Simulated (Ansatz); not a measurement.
**Single-point calculation, with input and output: SnO (part 2 of 2)**

The same run, continued: SnO (32 atoms in the cell); DFT PBE, scalar-relativistic, plane waves, PAW, no spin polarisation (Ansatz 0.2.0); cutoff 420 eV, 3×3×3 k-mesh, Gaussian smearing of 0.02 eV. The structure derives from a Materials Project entry. It belongs to a series of runs on one base structure; here: the perfect crystal in a cell of 32 atoms.

**Output, continued**
```
  k-point 0: bands = ["-13.0072", "-12.9548", "-12.9548", "-12.9548", "-12.9548", "-12.9381", "-12.9381", "-12.8815", "-12.8815", "-12.8815", "-12.8815", "-12.7864", "-12.7864", "-12.7864", "-12.7864", "-12.6442", "-12.6336", "-12.6336", "-12.6261", "-12.6261", "-12.6261", "-12.6261", "-12.6255", "-12.6255", "-12.6240", "-12.6240", "-12.6240", "-12.6240", "-12.6214", "-12.6214", "-12.6214", "-12.6214", "-12.6104", "-12.6104", "-12.6104", "-12.6104", "-12.6098", "-12.6058", "-12.6058", "-12.6058",
      "-12.6058", "-12.6052", "-12.6052", "-12.6052", "-12.6052", "-12.5904", "-12.5904", "-12.5880", "-12.5664", "-12.5616", "-12.5616", "-12.5616", "-12.5616", "-12.5585", "-12.5585", "-12.5585", "-12.5585", "-12.5518", "-12.5518", "-12.5518", "-12.5518", "-12.5505", "-12.5468", "-12.5468", "-12.5468", "-12.5468", "-12.5391", "-12.5391", "-12.5391", "-12.5391", "-12.5378", "-12.5378", "-12.5378", "-12.5378", "-12.5338", "-12.5338", "-12.5243", "-12.5243", "-12.5207", "-12.5207",
      "-10.9451", "-10.1844", "-10.1844", "-10.1844", "-10.1844", "-9.6390", "-9.6390", "-9.6390", "-9.6390", "-9.4206", "-9.4206", "-9.0001", "-9.0001", "-9.0001", "-9.0001", "-8.5693", "0.1315", "0.1315", "0.5178", "0.5178", "0.5178", "0.5178", "1.3862", "1.6046", "1.6046", "1.6046", "1.6046", "2.1592", "2.1592", "2.1592", "2.1592", "2.4923", "2.4923", "2.4923", "2.4923", "2.5304", "2.9308", "2.9308", "3.9991", "3.9991",
      "4.1225", "4.1225", "4.1225", "4.1225", "4.2821", "4.2821", "4.2821", "4.2821", "4.4399", "4.4399", "4.4399", "4.4399", "4.5255", "4.5255", "4.5255", "4.5255", "5.5930", "5.8663", "5.8663", "6.2450", "6.2450", "6.2450", "6.2450", "6.3938", "6.3938", "6.3938", "6.3938", "6.5071", "6.5071", "6.9191", "6.9191", "6.9191", "6.9191", "6.9480", "6.9480", "6.9480", "6.9480", "6.9827", "6.9827", "8.7414",
      "9.2380", "9.2380", "10.5234", "10.5234", "10.5234", "10.5234", "10.6802", "11.6911", "11.6911", "11.6911", "11.6911", "11.7855", "11.7855", "11.7855", "11.7855", "12.3459", "12.3459", "12.3459", "12.3459", "12.8333", "13.3127", "13.3127", "13.6489", "13.6489", "14.2709", "14.2709"]
  k-point 1: bands = ["-12.9927", "-12.9700", "-12.9700", "-12.9523", "-12.9251", "-12.9251", "-12.9224", "-12.9224", "-12.8936", "-12.8936", "-12.8685", "-12.8685", "-12.7698", "-12.7266", "-12.7266", "-12.6515", "-12.6304", "-12.6295", "-12.6287", "-12.6287", "-12.6286", "-12.6286", "-12.6273", "-12.6273", "-12.6245", "-12.6226", "-12.6226", "-12.6220", "-12.6220", "-12.6215", "-12.6215", "-12.6179", "-12.6177", "-12.6126", "-12.6109", "-12.6109", "-12.6086", "-12.6086", "-12.6071", "-12.6071",
      "-12.6053", "-12.6049", "-12.6024", "-12.6024", "-12.6016", "-12.6016", "-12.6015", "-12.6015", "-12.5801", "-12.5699", "-12.5687", "-12.5614", "-12.5614", "-12.5595", "-12.5557", "-12.5557", "-12.5520", "-12.5520", "-12.5502", "-12.5502", "-12.5484", "-12.5484", "-12.5481", "-12.5474", "-12.5474", "-12.5406", "-12.5406", "-12.5376", "-12.5361", "-12.5361", "-12.5357", "-12.5357", "-12.5329", "-12.5329", "-12.5321", "-12.5318", "-12.5291", "-12.5291", "-12.5276", "-12.5276",
      "-10.7476", "-10.4664", "-10.4664", "-10.2550", "-9.7420", "-9.7420", "-9.5860", "-9.5860", "-9.4769", "-9.4769", "-9.3030", "-9.3030", "-9.0719", "-8.8653", "-8.8653", "-8.6960", "0.4410", "0.4410", "0.5102", "0.5102", "0.6291", "0.6291", "1.1601", "1.1601", "1.1726", "1.1726", "1.2858", "1.3112", "2.1876", "2.5165", "2.7509", "2.7509", "2.9558", "2.9558", "3.0522", "3.1023", "3.1576", "3.1576", "3.4655", "3.5840",
      "3.6521", "3.6521", "3.7848", "3.7848", "3.8717", "3.8717", "3.9304", "3.9304", "4.7844", "4.8396", "4.8396", "5.0368", "5.0625", "5.0625", "5.2358", "5.3565", "5.3565", "5.5449", "5.6355", "5.6776", "5.6777", "5.6777", "6.0143", "6.0143", "6.0361", "6.0361", "6.5123", "6.5123", "6.7502", "6.7502", "6.8521", "6.8521", "6.9088", "6.9088", "6.9380", "6.9380", "7.1105", "7.1105", "7.7654", "8.6667",
      "10.0567", "10.0567", "10.3768", "10.3768", "11.0822", "11.0822", "11.3208", "11.3208", "11.4205", "11.5552", "11.7271", "11.7271", "11.9666", "11.9666", "12.0573", "12.0573", "12.1606", "12.2039", "12.3753", "12.3753", "13.2099", "13.2099", "13.4346", "13.4458", "13.4528", "13.4528"]
  k-point 2: bands = ["-12.9980", "-12.9773", "-12.9483", "-12.9483", "-12.9380", "-12.9353", "-12.9235", "-12.9235", "-12.9160", "-12.8605", "-12.8383", "-12.8383", "-12.8028", "-12.8028", "-12.6943", "-12.6433", "-12.6379", "-12.6305", "-12.6305", "-12.6302", "-12.6293", "-12.6293", "-12.6278", "-12.6249", "-12.6249", "-12.6231", "-12.6231", "-12.6227", "-12.6226", "-12.6224", "-12.6215", "-12.6196", "-12.6129", "-12.6109", "-12.6107", "-12.6107", "-12.6103", "-12.6092", "-12.6092", "-12.6042",
      "-12.6039", "-12.6039", "-12.6033", "-12.6033", "-12.6007", "-12.5982", "-12.5942", "-12.5904", "-12.5813", "-12.5681", "-12.5663", "-12.5634", "-12.5605", "-12.5605", "-12.5576", "-12.5576", "-12.5515", "-12.5500", "-12.5500", "-12.5499", "-12.5499", "-12.5464", "-12.5436", "-12.5436", "-12.5431", "-12.5428", "-12.5428", "-12.5395", "-12.5381", "-12.5374", "-12.5352", "-12.5340", "-12.5337", "-12.5337", "-12.5332", "-12.5332", "-12.5307", "-12.5294", "-12.5284", "-12.5257",
      "-10.8383", "-10.5571", "-10.1172", "-10.1172", "-9.9237", "-9.9237", "-9.8108", "-9.5279", "-9.3611", "-9.3316", "-9.3316", "-9.2056", "-9.0914", "-9.0914", "-8.7910", "-8.6304", "0.2315", "0.3885", "0.4353", "0.5562", "0.7253", "0.7253", "0.9135", "1.1089", "1.2110", "1.2110", "1.8017", "1.8017", "2.0075", "2.0075", "2.5311", "2.7565", "2.8074", "2.8074", "2.9599", "3.1376", "3.2731", "3.2919", "3.4664", "3.4664",
      "3.7091", "3.7119", "3.9941", "4.0963", "4.1832", "4.1832", "4.2964", "4.2964", "4.2994", "4.2994", "4.4603", "4.4603", "4.9487", "4.9609", "4.9609", "5.3946", "5.4018", "5.5891", "5.7954", "5.7954", "5.9579", "5.9778", "6.1000", "6.1548", "6.1620", "6.1620", "6.3765", "6.4186", "6.4360", "6.4360", "6.4720", "6.5129", "6.9933", "7.0785", "7.1764", "7.1764", "7.4526", "7.4526", "7.7519", "8.4752",
      "9.8416", "9.9999", "10.7652", "10.7652", "10.8583", "10.8817", "10.8970", "11.0535", "11.3376", "11.3376", "11.6363", "11.8399", "11.8399", "11.8827", "11.8827", "11.8998", "12.2618", "12.4556", "12.4556", "12.5351", "12.6477", "13.3311", "13.5181", "13.6236", "13.6236", "13.7470"]
  k-point 5: bands = ["-12.9920", "-12.9814", "-12.9504", "-12.9504", "-12.9454", "-12.9258", "-12.9258", "-12.9228", "-12.9034", "-12.8667", "-12.8455", "-12.8455", "-12.7986", "-12.7986", "-12.6846", "-12.6496", "-12.6368", "-12.6368", "-12.6365", "-12.6340", "-12.6340", "-12.6312", "-12.6297", "-12.6297", "-12.6206", "-12.6201", "-12.6201", "-12.6187", "-12.6177", "-12.6176", "-12.6170", "-12.6168", "-12.6168", "-12.6166", "-12.6137", "-12.6113", "-12.6113", "-12.6091", "-12.6091", "-12.6086",
      "-12.6046", "-12.6046", "-12.6044", "-12.6024", "-12.6024", "-12.5954", "-12.5944", "-12.5911", "-12.5753", "-12.5728", "-12.5693", "-12.5664", "-12.5633", "-12.5633", "-12.5549", "-12.5525", "-12.5525", "-12.5515", "-12.5510", "-12.5494", "-12.5494", "-12.5460", "-12.5449", "-12.5449", "-12.5442", "-12.5391", "-12.5390", "-12.5390", "-12.5348", "-12.5348", "-12.5340", "-12.5340", "-12.5324", "-12.5315", "-12.5307", "-12.5307", "-12.5305", "-12.5303", "-12.5281", "-12.5237",
      "-10.8215", "-10.5746", "-10.1344", "-10.1344", "-9.9090", "-9.9090", "-9.8295", "-9.5097", "-9.3450", "-9.3223", "-9.3223", "-9.2173", "-9.0988", "-9.0988", "-8.7939", "-8.6298", "0.2496", "0.2777", "0.4561", "0.4621", "0.9382", "0.9382", "0.9903", "1.0320", "1.0320", "1.1316", "1.7900", "1.7900", "1.9113", "1.9113", "2.3695", "2.8632", "2.9235", "3.1445", "3.1445", "3.1991", "3.2550", "3.2550", "3.3649", "3.4953",
      "3.6470", "3.7589", "3.9857", "3.9857", "4.2843", "4.2843", "4.3190", "4.3656", "4.3656", "4.4972", "4.5520", "4.5520", "5.0259", "5.0259", "5.0456", "5.0654", "5.1475", "5.1475", "5.3293", "5.3295", "5.6576", "5.9558", "6.0129", "6.0129", "6.0978", "6.1867", "6.3756", "6.4466", "6.4616", "6.4716", "6.5767", "6.8297", "7.0882", "7.0882", "7.2142", "7.2142", "7.5972", "7.7857", "7.7857", "8.5649",
      "10.1704", "10.7623", "10.7623", "10.8212", "10.8382", "11.1721", "11.1927", "11.1927", "11.3887", "11.5869", "11.7565", "11.7565", "11.8607", "11.8607", "11.9141", "11.9160", "11.9690", "12.0008", "12.7818", "12.7861", "13.0101", "13.1159", "13.2829", "13.2829", "13.3118", "13.3118"]
```

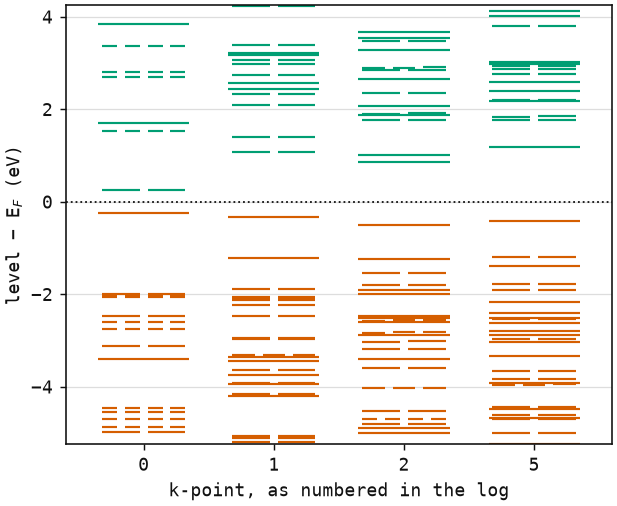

Kohn–Sham levels near the Fermi level (dotted) at the few k-points that the log prints; levels within 0.02 eV of each other stand side by side. Among these points the highest filled and lowest empty levels are 0.50 eV apart, which is the gap on the mesh.

**Results in brief**

| quantity | value |
| --- | --- |
| outcome | converged |
| space group (tolerance 0.01 Å) | P4/nmm (129) |
| electrons treated | 320 |
| free energy | −105467.2424 eV |
| Fermi energy | 8.989 eV |
| gap on the k-point mesh | 0.50 eV |
| pressure | 0.01 GPa |
| largest force (length of the vector) | under 0.001 eV/Å |
| wall time | 23 s (CPU time 86 s) |
| peak memory | 2.6 GiB |
